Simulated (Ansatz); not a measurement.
```cif
data_structure
_symmetry_space_group_name_H-M 'P 1'
_symmetry_Int_Tables_number 1
_cell_length_a 5.9349
_cell_length_b 5.9354
_cell_length_c 5.9691
_cell_angle_alpha 109.022
_cell_angle_beta 109.015
_cell_angle_gamma 109.471
_cell_volume 163.64
loop_
_atom_site_label
_atom_site_type_symbol
_atom_site_fract_x
_atom_site_fract_y
_atom_site_fract_z
_atom_site_occupancy
Ge1 Ge 0.20192 0.70188 0.20155 1
Ge2 Ge 0.50231 0.79544 0.00016 1
Ge3 Ge 0.29607 0.50221 0.50220 1
Ge4 Ge 0.00120 0.00192 0.29691 1
Ge5 Ge 0.79808 0.29812 0.79845 1
Ge6 Ge 0.49769 0.20456 0.99984 1
Ge7 Ge 0.70393 0.49779 0.49780 1
Ge8 Ge 0.99880 0.99808 0.70309 1
```

Space group P-1; a structure from a database of computed crystals, not necessarily the ambient phase.

Method: Ansatz 0.2.0, DFT LDA, plane waves, PAW.

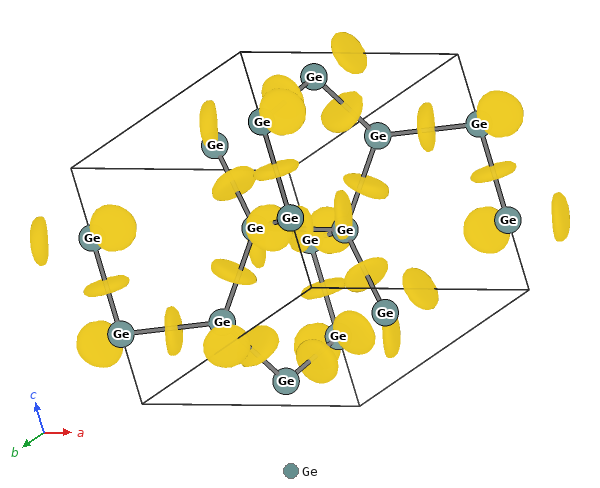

Ge. Isosurface of the ELF at 0.65 (yellow), seen at an oblique angle. Core shells and regions of very low density are left out. Sticks mark near contacts.

Core electrons are frozen (PAW), and the valence fields are smoothed inside the atomic spheres.

Question: What do the ELF domains correspond to?

Answer: The ELF exceeds this value in 16 regions between bonded Ge–Ge atoms, counted in one cell of 8 atoms. Regions shared between cells count once. Along the contacts the grid gives the following. Ge–Ge (2.44 Å): the ELF peaks at about 0.75 between the atoms. Ge–Ge (2.48 Å): the ELF peaks at about 0.75 between the atoms.

Question: Does the calculation make it a metal, or give it a gap?

Answer: It is metallic or semimetallic at this level of theory: no gap opens.
